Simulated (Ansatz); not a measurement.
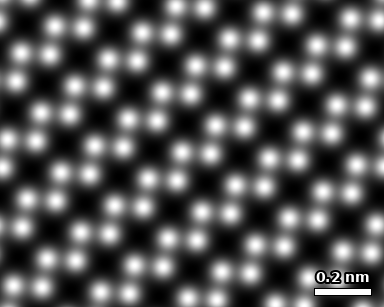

iDPC-like image of Co (P6_3/mmc, No. 194). Simulated as the projected potential of neutral atoms (B = 0.3 Å²) blurred by a 0.50 Å probe, the thin-sample limit of integrated differential phase contrast. Structure used: the end point of a relaxation with Ansatz 0.2.0, DFT PBE, scalar-relativistic, plane waves, PAW; the starting structure was generated, so it need not be a known form of this composition.

```cif
data_structure
_symmetry_space_group_name_H-M 'P6_3/mmc'
_symmetry_Int_Tables_number 194
_cell_length_a 2.4923
_cell_length_b 2.4923
_cell_length_c 4.0338
_cell_angle_alpha 90.000
_cell_angle_beta 90.000
_cell_angle_gamma 120.000
_cell_volume 21.70
loop_
_atom_site_label
_atom_site_type_symbol
_atom_site_symmetry_multiplicity
_atom_site_Wyckoff_symbol
_atom_site_fract_x
_atom_site_fract_y
_atom_site_fract_z
_atom_site_occupancy
Co1 Co 2 d 0.33333 0.66667 0.75000 1
```

Along which zone axis is the crystal seen: [001], [101], [201] or [310]? (Directions equivalent by symmetry count as one.)

Answer. [201]. The projected cells are 2.49 × 2.49 Å, 120° for [001]; 2.12 × 2.40 Å, 116° for [101]; 1.57 × 2.30 Å, 110° for [201]; 0.82 × 4.03 Å, 90° for [310], and the image repeats as the [201] one does.
